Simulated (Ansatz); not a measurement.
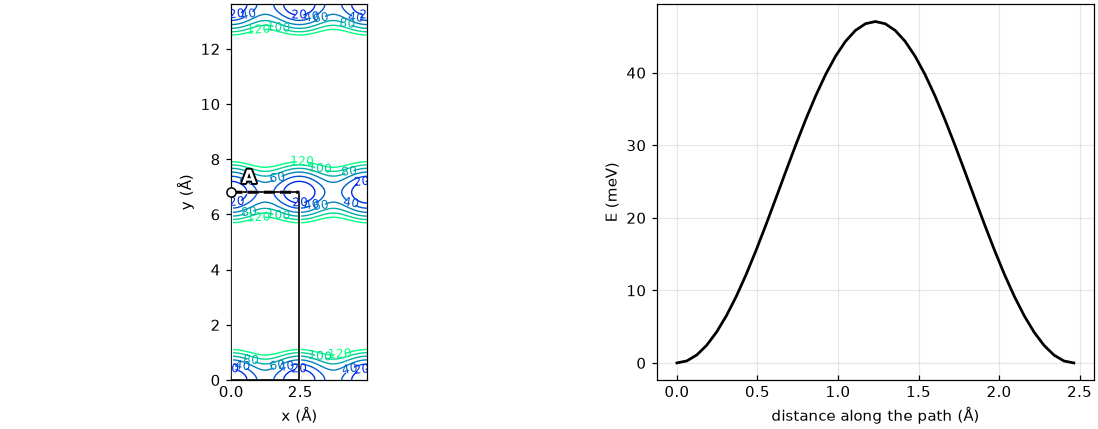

H on a C(110) slab cut from the Fmmm phase, its upper half relaxed before the scan (20 atoms of substrate and one adsorbate in a 2 × 1 cell). 
- H is moved over the surface cell at a fixed height above a rigid substrate; the origin of the map has the adsorbate above C19; the height is held at 3.30 Å.
- Places are given modulo a cell vector. The map is drawn in real space over the plane of the surface.
- The grid has 6 × 6 points; 24 points were computed and 12 follow by symmetry.
- Places are given in fractions of the 1 × 1 surface cell.
- Energies are in meV, from the lowest grid point.
- The runs have no spin polarisation, so an open-shell adsorbate far from the surface lies too high. At a fixed height the lowest place need not be the adsorption site.
- All numbers below come from DFT PBE+D3(BJ), scalar-relativistic, plane waves, PAW (Ansatz). Settings: cutoff 420 eV, k-mesh 6×4×1, gaussian smearing 0.1 eV, no spin polarisation.

Drawn: contour lines labelled in meV (none above 120), a line along the lowest path, the outline of one cell of the 2 × 2 shown, the energy along the path at the right, the start A. Between grid points the surface is interpolated.

Q: Describe the path and its barrier.

A: The easiest path leads from the well at the top site over a surface C atom, (0/6, 0/6) of the cell vectors to its copy one period on. Its highest point lies about 47 meV above the bottom of the first well on the interpolated surface, at a bridge site between two C atoms, over a second-layer C atom, (3/6, 0/6) of the cell vectors. This is the barrier on the constrained surface; relaxing the other coordinates would change it.

PAW datasets: the set soft_1.
